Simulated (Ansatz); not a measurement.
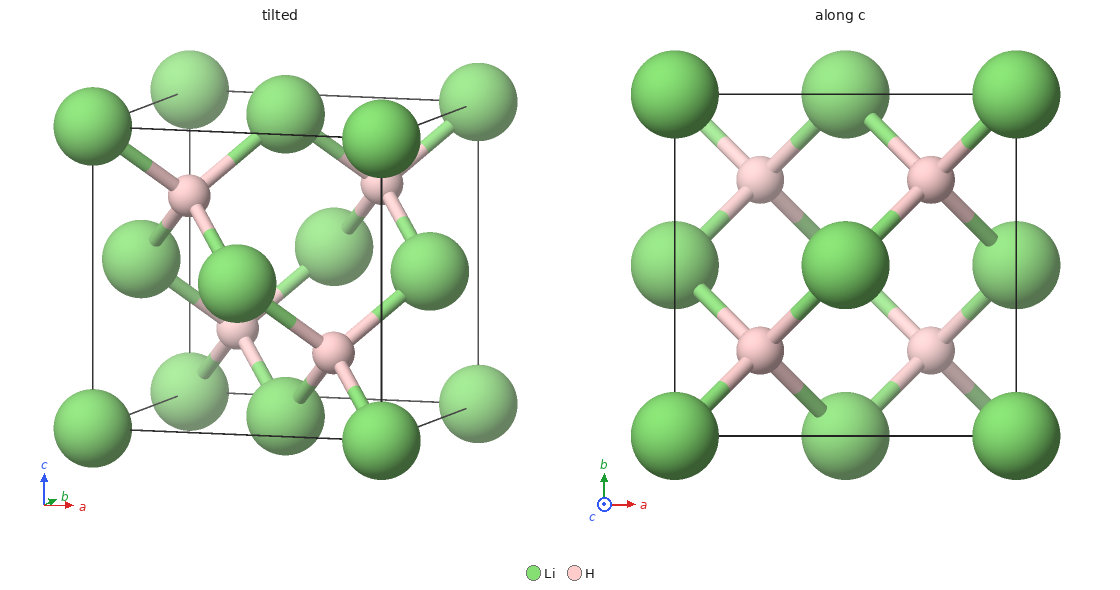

Ball-and-stick model, viewed slightly off an axis and along the c axis. The conventional unit cell is outlined; an atom on or near a face, edge or corner is repeated at each equivalent position. Cell: a = 4.29 Å, b = 4.29 Å, c = 4.29 Å, α = 90.00°, β = 90.00°, γ = 90.00°.

Provenance: a structure type filled with these elements by a generator (whether the compound takes this form wasn't checked). Earlier steps of the study may have refined or changed the cell and positions. It was the input of a calculation with Ansatz.

Q: In words:

A: The stoichiometry is LiH. The space group is F-43m (No. 216); the lattice is face-centred cubic. This arrangement goes by the name zinc blende (sphalerite type). It has 8 atoms to the cell (4 Li, 4 H). Li is linked to four H in a tetrahedral arrangement at about 1.9 Å. The neighbours of H are four Li in a tetrahedral arrangement at about 1.9 Å. The bonds build a three-dimensional framework.

Level of theory and settings: DFT r2SCAN, scalar-relativistic, plane waves, PAW (Ansatz 0.2.0), 500 eV cutoff, k-points about 0.25 Å⁻¹ apart, Gaussian smearing of 0.02 eV, no spin polarisation.

Q: How large a gap does the method give, if there is one?

A: An insulator at this level, with a gap of 4.72 eV, indirect.

Q: What does a Bader analysis give?

A: Li +0.87 e; H -0.87 e.

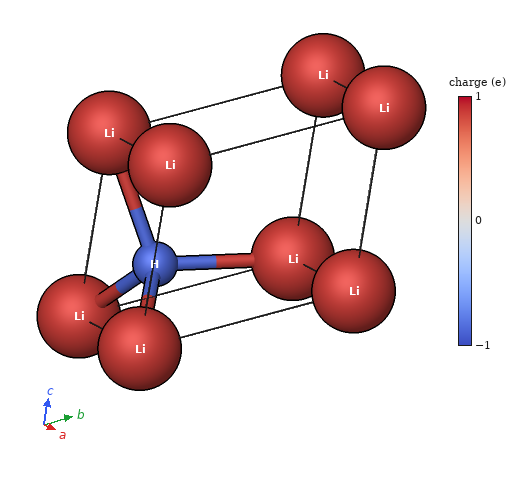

The atoms coloured by those charges. The run's cell of 2 atoms is drawn, so axes and origin can differ from the first picture.

Q: Does this geometry sit at a stationary point of the energy?

A: Yes. All forces vanish to within 0.01 eV/Å. The pressure is 0.1 GPa, close to zero.
